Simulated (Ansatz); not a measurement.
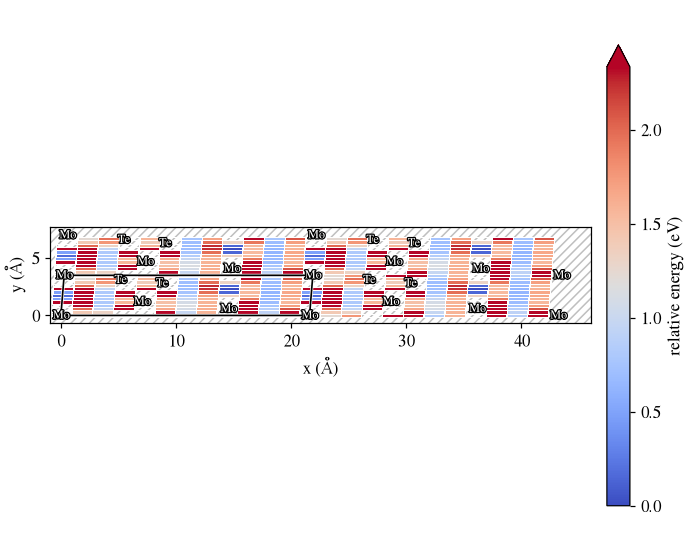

Energy landscape of Te₂Mo (P-6m2 phase) with one H guest (10 atoms in the cell). A guest moved over a lattice plane through the rigid host; the plane is (1 0 1) of the conventional cell, half-way across the widest gap between atomic layers, origin above Mo9. Places are given modulo a cell vector. The map is drawn in real space over the plane of the scan. Nothing is relaxed (host rigid, guest held in the plane). The grid has 12 × 12 points; 61 points were computed and 52 follow by symmetry. At 31 points there is no value (left out of the scan, as a rule where atoms come close). Energies: eV per cell, counted from the lowest grid point. Computed with DFT PBE+D3(BJ), scalar-relativistic, plane waves, PAW (Ansatz 0.2.0). Settings: cutoff 420 eV, k-mesh 9×9×1, gaussian smearing 0.05 eV, no spin polarisation.

Drawn: one coloured cell a grid point, labelled circles for the fixed atoms within 1 Å of the plane, the outline of one cell of the 2 × 2 shown, one colour for all values above the top of the scale, hatched blanks where no value was computed. 

What does the map say about the system?

The lowest grid point is at (8/12, 8/12) of the cell vectors [nearest 2 Mo at 1.88 Å]. The highest grid point, (1/12, 5/12) of the cell vectors [nearest 1 Te at 1.12 Å], lies 7.82 eV above the lowest.

Grid values (eV):

| place of H10 along a2 ↓, place of H10 along a1 → | 0/12 | 1/12 | 2/12 | 3/12 | 4/12 | 5/12 | 6/12 | 7/12 | 8/12 | 9/12 | 10/12 | 11/12 |
| --- | --- | --- | --- | --- | --- | --- | --- | --- | --- | --- | --- | --- |
| 11/12 | – | 1.23 | 1.97 | – | 1.57 | – | 0.75 | 1.70 | – | 3.20 | 0.76 | 2.10 |
| 10/12 | – | 1.42 | 1.76 | – | 1.37 | – | 0.70 | 1.98 | 1.31 | 1.93 | 0.69 | 1.72 |
| 9/12 | – | 2.00 | 1.32 | – | 1.57 | – | 0.68 | 2.25 | 0.14 | 1.54 | 0.66 | 1.56 |
| 8/12 | 2.93 | 3.41 | 0.95 | – | 3.35 | – | 0.70 | 2.25 | 0.00 | 1.54 | 0.63 | 1.59 |
| 7/12 | 0.49 | 5.76 | 0.80 | 7.06 | – | 5.49 | 0.75 | 1.98 | 0.14 | 1.54 | 0.64 | 1.67 |
| 6/12 | 0.17 | 7.82 | 0.81 | 2.69 | – | 2.62 | 0.85 | 1.70 | 1.31 | 1.54 | 0.63 | 1.67 |
| 5/12 | 0.49 | 7.82 | 0.83 | 1.56 | – | 1.64 | 0.97 | 1.57 | – | 1.93 | 0.66 | 1.59 |
| 4/12 | 2.93 | 5.76 | 0.81 | 1.56 | – | 1.49 | 1.09 | 1.59 | – | 3.20 | 0.69 | 1.56 |
| 3/12 | – | 3.41 | 0.80 | 2.69 | – | 1.49 | 1.14 | 1.62 | – | 5.34 | 0.76 | 1.72 |
| 2/12 | – | 2.00 | 0.95 | 7.06 | – | 1.64 | 1.09 | 1.62 | – | 7.20 | 0.86 | 2.10 |
| 1/12 | – | 1.42 | 1.32 | – | – | 2.62 | 0.97 | 1.59 | – | 7.20 | 0.92 | 2.43 |
| 0/12 | – | 1.23 | 1.76 | – | 3.35 | 5.49 | 0.85 | 1.57 | – | 5.34 | 0.86 | 2.43 |

Time for the 61 points that were run: 34 min on 4 threads of Arm Neoverse V1, on a shared host.

PAW datasets: the set soft_1.
